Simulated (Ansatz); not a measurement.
## A series of single points on TaN

System: TaN (I4mm, 2 atoms in the cell).
Method: DFT r2SCAN, scalar-relativistic, plane waves, PAW, no spin polarisation (Ansatz 0.2.0).

The 6 runs differ only in the geometry, by a shift of atoms along one path in a fixed cell. The shift s is measured from run 4: Ta1 moves along the Cartesian direction (0.00, 0.00, 1.00). The structure derives from an entry of the Crystallography Open Database.

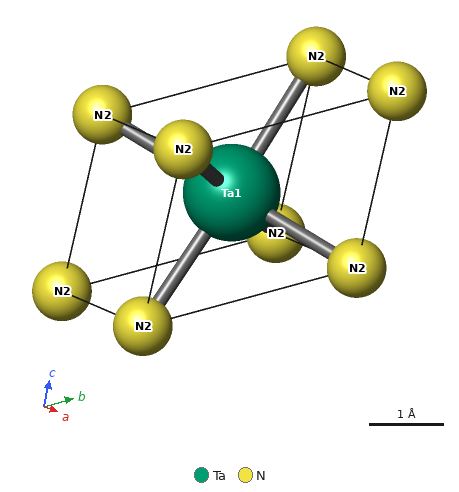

Figure 1. The structure of run 4 (ball-and-stick view of the cell of the calculation, seen slightly off an axis; atoms are numbered from 1 in the order of the input). An atom can appear more than once, as a periodic image.

## Input of run 4
```yaml
crystal:
  lattice:
    - [0.0, 2.179, 2.179]
    - [2.179, 0.0, 2.179]
    - [2.179, 2.179, 0.0]
  atoms:
    - { symbol: Ta, position: [0.5086048646, 0.5086048646, 0.4913951354] }
    - { symbol: "N", position: [0.0, 0.0, 0.0] }
basis:
  ecutwfc: 500
kpoints:
  mp_grid: { grid: [18, 18, 18] }
hamiltonian:
  xc: r2scan
scf:
  occupations: { method: gaussian, width: 0.15 }
output:
  forces: true
  stress: true
  eigenvalues: true
```

Command:
```bash
ansatz run input.yaml --threads 1 --pin off --max-ram 2560MiB --backend cpu --events-out ev --progress --plain --runs-dir out
```

Run 5 differs from it as follows:
```diff
-    - { symbol: Ta, position: [0.5086048646, 0.5086048646, 0.4913951354] }
+    - { symbol: Ta, position: [0.514341441, 0.514341441, 0.485658559] }
```

## Results, with one run withheld

| run | shift s of Ta1 (Å) | free energy per atom, from the lowest run given (meV) | pressure (GPa) | force along the path (eV/Å) |
| --- | --- | --- | --- | --- |
| 1 | −0.1375 | 21.42 | 11.58 | 0.947 |
| 2 | −0.0875 | 4.16 | 10.23 | 0.447 |
| 3 | −0.0125 | 0.00 | 9.90 | −0.220 |
| 4 | 0.0000 | 1.72 | 10.04 | −0.332 |
| 5 | 0.0250 | ? | ? | ? |
| 6 | 0.0375 | 11.23 | 10.79 | −0.687 |

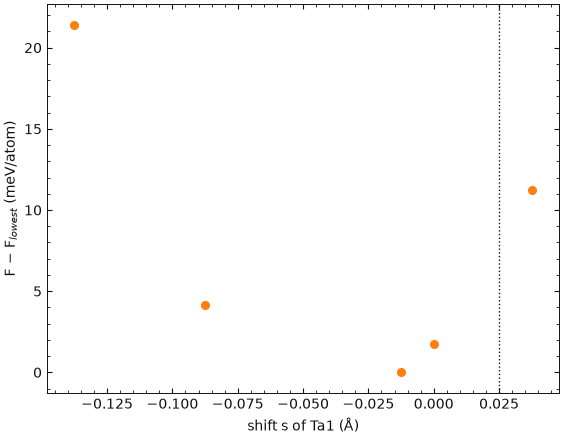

Figure 2. Free energy per atom of the runs given; the dotted line marks run 5.

What should run 5 give?

A cubic polynomial in the coordinate, fitted to the 5 runs given, misses them by at most 0.03 meV per atom. With x = s + 0.0400, it reads F = −1.4646 − 9.848 x + 2269.3 x² − 378.37 x³ (meV per atom). At run 5 it gives 7.38 meV per atom, and the run itself gives 7.32. The slope of the fit gives a force −dF/ds of −0.561 eV/Å along the path (summed over the atoms that move), and the printed forces give −0.565 eV/Å. The fit has its minimum at s = −0.0378 Å.

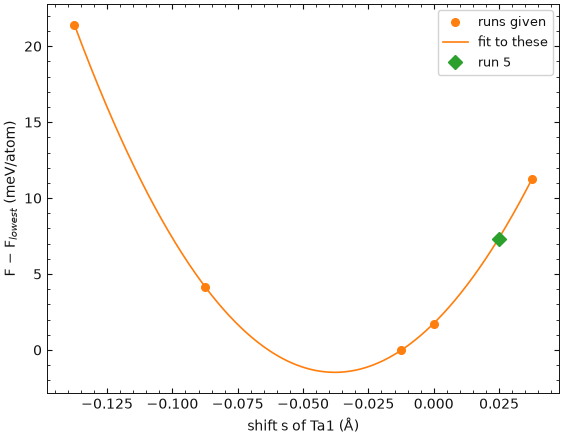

Figure 3. The fit and the withheld run.

## Output, shortened to warnings, some set-up lines, iterations and results (run 5)
```
Basis set: ecut = 500 eV, 531 PW (Γ), exchange–correlation on 96×96×96 points (64 copies of the dense FFT grid, shifted against one another)
Symmetry: 8 space group operations
k-points: 480 of 5832 (time reversal used)
Initial density: superposition of atomic densities (neutral atoms: chi_scale 0, normalization atom), corrected by the library's trained network
[...]
SCF iter   1: F=—  HF=-10330.949784 eV  |F-HF|=—  |Δ(HF+E_count)|=         —  Δρ=7.35e-3  dr2=3.39e-3  dr2_τ=1.45e-1  ethr=1.77e-3  ⟨swp⟩=5.6  Hψ=78277  notcnv=0  defer=84
SCF iter   2: F=—  HF=-10331.025653 eV  |F-HF|=—  |Δ(HF+E_count)|=   7.59e-2  Δρ=6.20e-3  dr2=5.10e-3  dr2_τ=3.36e-4  ethr=1.88e-5  ⟨swp⟩=2.0  Hψ=18441  notcnv=0  defer=1196
SCF iter   3: F=—  HF=-10331.025872 eV  |F-HF|=—  |Δ(HF+E_count)|=   2.19e-4  Δρ=3.75e-3  dr2=9.30e-4  dr2_τ=1.59e-4  ethr=1.88e-5  ⟨swp⟩=2.3  Hψ=8975  notcnv=0  defer=1196
SCF iter   4: F=—  HF=-10331.026575 eV  |F-HF|=—  |Δ(HF+E_count)|=   7.04e-4  Δρ=1.63e-3  dr2=5.94e-4  dr2_τ=4.65e-5  ethr=5.17e-6  ⟨swp⟩=2.5  Hψ=10373  notcnv=0  defer=1196
SCF iter   5: F=—  HF=-10331.026473 eV  |F-HF|=—  |Δ(HF+E_count)|=   1.02e-4  Δρ=8.67e-4  dr2=1.75e-4  dr2_τ=4.53e-6  ethr=3.30e-6  ⟨swp⟩=1.0  Hψ=6949  notcnv=0  defer=1196
SCF iter   6: F=—  HF=-10331.026442 eV  |F-HF|=—  |Δ(HF+E_count)|=   3.12e-5  Δρ=3.05e-4  dr2=2.17e-5  dr2_τ=6.60e-7  ethr=9.72e-7  ⟨swp⟩=1.3  Hψ=7482  notcnv=0  defer=1196
SCF iter   7: F=—  HF=-10331.026440 eV  |F-HF|=—  |Δ(HF+E_count)|=   2.13e-6  Δρ=7.81e-5  dr2=1.37e-6  dr2_τ=4.75e-8  ethr=1.20e-7  ⟨swp⟩=2.1  Hψ=8677  notcnv=0  defer=1196
SCF iter   8: F=-10331.026440 eV  HF=-10331.026440 eV  |F-HF|=3.17e-8  |Δ(HF+E_count)|=   9.91e-8  Δρ=1.71e-5  dr2=6.22e-8  dr2_τ=2.93e-9  ethr=5.56e-10  ⟨swp⟩=7.8  Hψ=39478  …
SCF 1 converged in 8 iterations: F = -10331.026440 eV  dr2 = 6.22e-8
SCF converged after 8 iterations
Free energy (F): -10331.026440 eV
Harris-Foulkes:  -10331.026440 eV  (|F-HF|=3.17e-8)
Internal energy: -10331.017509 eV  (E = F + TS)
E sigma→0 (E₀):  -10331.021974 eV
Entropy (-TS):   -0.008930 eV (-4.465 meV/atom)
Fermi energy:    22.417863 eV
--- Per-component energies (eV) ---
  E_band       = -49.480541
  E_kinetic    = 505.313156
  E_local      = -566.690622  (includes V_loc(G=0)·N_el)
  E_nonlocal   = 60.186950
  E_hartree    = 193.244826
  E_xc         = -266.471510
  E_vxc        = -309.667850  (∫ρ·V_xc dr)
  E_paw        = -8552.665040  (= ΣΔE_a)
  E_vpaw       = -141.118432  (= ΣTr[D̂ρ^β])
  E_aug_tail   = 0.000082  (compensation charges beyond the density's cutoff)
  E_vtau       = 16.004411  (kinetic-family band-sum trace: ∫τ·v_τ [+ j·A + Jᵃ·Aᵃ] dr)
  E_ewald      = -1703.149507
  E_core_change = -0.785845  (= ΣΔE_core)
  E_smearing   = -0.008930  (= −TS)
  E_closure    = 0.000000  (closes the sum)
  Σ components = -10331.026440   (vs F -10331.026440, Δ=0.00e0)
--- Forces (eV/Å), atoms counted from 1 ---
  atom   1  Ta    -0.00000000     0.00000000    -0.56527841
  atom   2  N      0.00000000     0.00000000     0.56525445
  max |Σ_I F_I| component: 2.40e-5 eV/Å
--- Stress (GPa, compression-positive) ---
        9.789856       0.000000       0.000000
        0.000000       9.789856       0.000000
        0.000000       0.000000      11.874132
  P = ⅓ Tr σ = 10.4846 GPa (104.846 kbar)
```

Notes: Spin–orbit coupling is left out, which matters for Ta.
